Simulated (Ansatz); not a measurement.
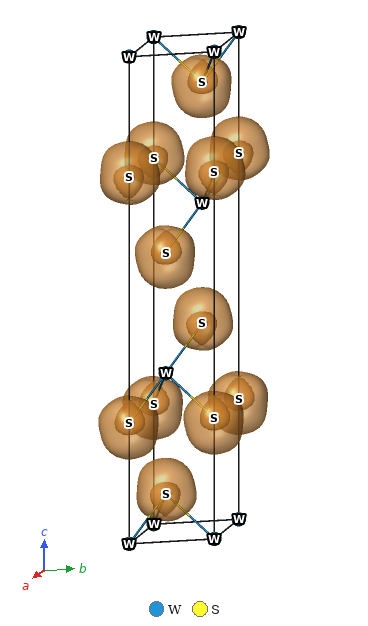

WS₂. Isosurface of the ELF at 0.7 (orange), seen at an oblique angle. Only the valence region is drawn (cores and ρ < 0.01 e/Å³ removed). Sticks mark near contacts.

Space group R-3m; started from the CdCl2 (3R octahedral) bulk prototype, which need not be the ambient phase; not relaxed (largest force 0.4 eV/Å).

Computed with DFT, HSE06, plane waves, PAW in Ansatz 0.2.0.

In a PAW calculation such maps are meaningful between the atoms, not at the nuclei.

> Where are the electrons localised?

The surface consists of six regions wrapped around S (the valence shell of each), counted in one cell of 9 atoms. Any copies at cell faces, edges or corners count once.

Values along the shortest contacts:
W–S (2.42 Å): the ELF peaks at about 0.85 in the valence shell of S, 0.8 Å from its nucleus, and is about 0.40 at the midpoint.
